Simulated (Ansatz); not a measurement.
The cell of PtSe2 (P-3m1). Source of the atomic positions: the geometry relaxed with DFT PBE, scalar-relativistic, plane waves, PAW (Ansatz 0.2.0).

```cif
data_structure
_symmetry_space_group_name_H-M 'P-3m1'
_symmetry_Int_Tables_number 164
_cell_length_a 3.7536
_cell_length_b 3.7536
_cell_length_c 6.2995
_cell_angle_alpha 90.000
_cell_angle_beta 90.000
_cell_angle_gamma 120.000
_cell_volume 76.87
loop_
_atom_site_label
_atom_site_type_symbol
_atom_site_symmetry_multiplicity
_atom_site_Wyckoff_symbol
_atom_site_fract_x
_atom_site_fract_y
_atom_site_fract_z
_atom_site_occupancy
Pt1 Pt 1 a 0.00000 0.00000 0.00000 1
Se1 Se 2 d 0.66667 0.33333 0.79275 1
```

At each point the valence sum V of an Ag+ ion is computed from the anions within 5 Å (s = exp((R0 − d)/b), R0 fitted to published crystal structures with b = 0.37 Å; R0: Ag+–Se 2.187 Å). Points too close to the other cations are excluded (2.2 Å from Pt). Ag+ is a guest here, not part of the formula. This is an empirical screen for pathways, not an energy calculation.

Along which directions could Ag+ move by this screen?

No path opens below 0.7 v.u. These are grid estimates, good to about 0.1 v.u.

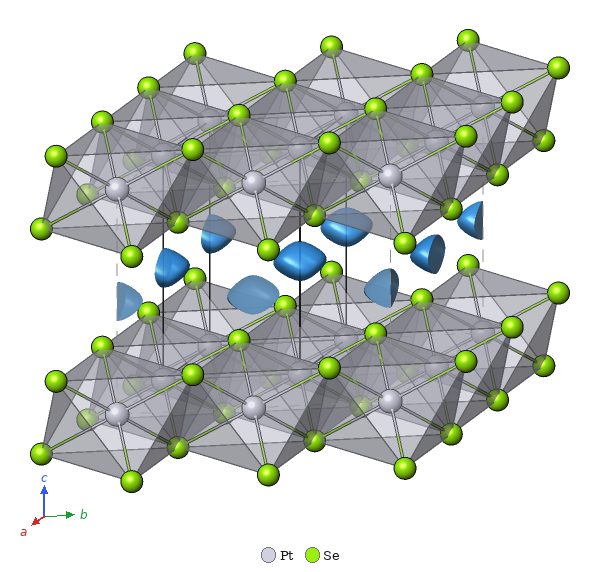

Bond-valence mismatch map for Ag+ in PtSe$_{2}$ in space group P-3m1: the blue surface encloses the points where |V − 1| < 0.4 v.u. (2×2×1 cells, view slightly off an axis). Pale faces close the region where the drawn box cuts it.
